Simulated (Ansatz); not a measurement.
System: Ga8As7.

The calculation's input:

```
crystal:
  lattice:
    - [-5.770216, -5.769815, 0.000595]
    - [-0.057632, -5.711991, 5.715461]
    - [-5.712452, -0.05763, 5.715424]
  atoms:
    - { symbol: Ga, position: [0.0030766645, 0.0120180798, 0.5113418491] }
    - { symbol: Ga, position: [0.473534214, 0.0128286133, 0.5123866288] }
    - { symbol: Ga, position: [0.0123168914, 0.5378151977, 0.4363535143] }
    - { symbol: Ga, position: [0.4937429947, 0.4972466729, 0.5149354389] }
    - { symbol: Ga, position: [0.012318086, 0.9369385554, 0.0373070383] }
    - { symbol: Ga, position: [0.4940454268, 0.0152965327, 0.9962464278] }
    - { symbol: Ga, position: [0.982632466, 0.4841422419, 0.9837376753] }
    - { symbol: Ga, position: [0.5498697359, 0.4833848008, 0.9833356794] }
    - { symbol: As, position: [0.1222788542, 0.1159931561, 0.134187978] }
    - { symbol: As, position: [0.6261771626, 0.1158019411, 0.1348509372] }
    - { symbol: As, position: [0.6160674189, 0.6332403212, 0.1328260239] }
    - { symbol: As, position: [0.1038865541, 0.1459309617, 0.6454875843] }
    - { symbol: As, position: [0.626828701, 0.1239715868, 0.6230350793] }
    - { symbol: As, position: [0.1220272523, 0.6348038846, 0.6155921039] }
    - { symbol: As, position: [0.6261263452, 0.6352628821, 0.6157504076] }
basis:
  ecutwfc: 420
kpoints:
  mp_grid: { grid: [5, 5, 5] }
hamiltonian:
  xc: pbe
scf:
  occupations: { method: gaussian, width: 0.1 }
  n_extra_bands: 8
output:
  forces: true
  stress: true
  eigenvalues: true
  populations: true
  dos:
    method: { smearing: { sigma: 0.1, scheme: gaussian } }
    projected: true
    de: 0.02
  write_density: true
  write_potential: true
  elf: true
  volumetric_format: npy
```

Command:

```sh
ansatz run input.yaml --threads 4 --pin off --max-ram 9216MiB --backend cpu --events-out ev --progress --plain --runs-dir out
```

Below, planes, directions and counts refer to the conventional cell (a = 14.04 Å, b = 8.00 Å, c = 8.16 Å, α = 90.00°, β = 125.52°, γ = 90.00°).

Space group Cm; a generated structure, not necessarily the stable one; computed without spin polarisation.

Level of theory: DFT PBE, scalar-relativistic, plane waves, PAW (Ansatz).

Q: What will maps of the valence pseudo-density and electron localisation function show?

A: Ga–As (2.45 Å): ρ at the midpoint is about 0.5 e/Å³; the ELF peaks at about 0.75 between the atoms.
Ga–As (2.45 Å): ρ is about 0.5 e/Å³ halfway; the ELF peaks at about 0.75 between the atoms.

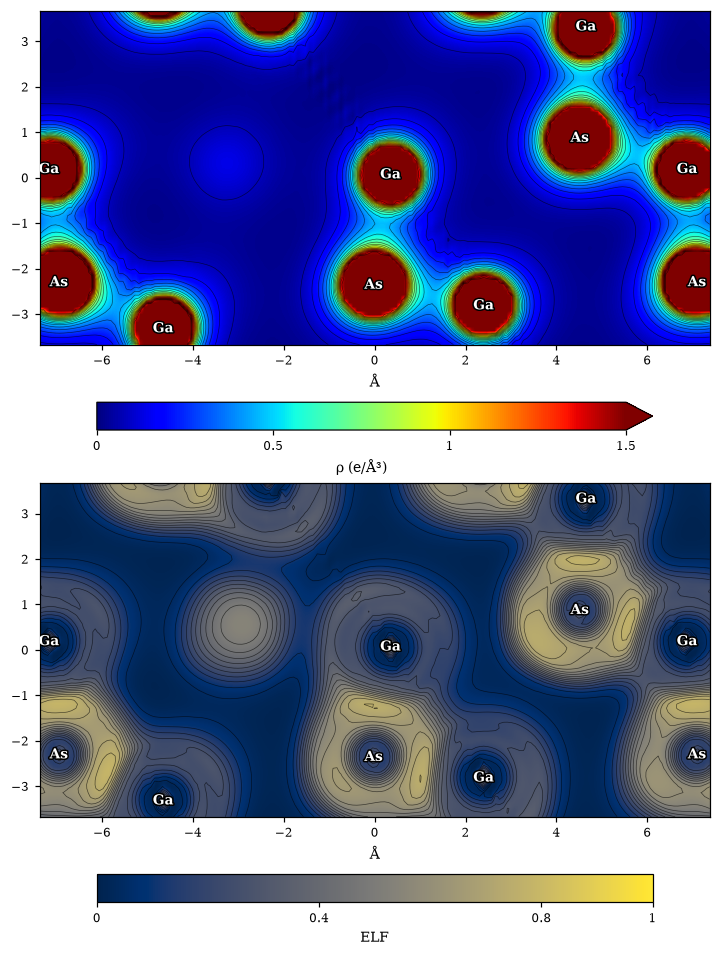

Computed valence pseudo-density and electron localisation function on the (010) plane of the conventional cell, in this order. 

In a PAW calculation such maps are meaningful between the atoms, not at the nuclei.
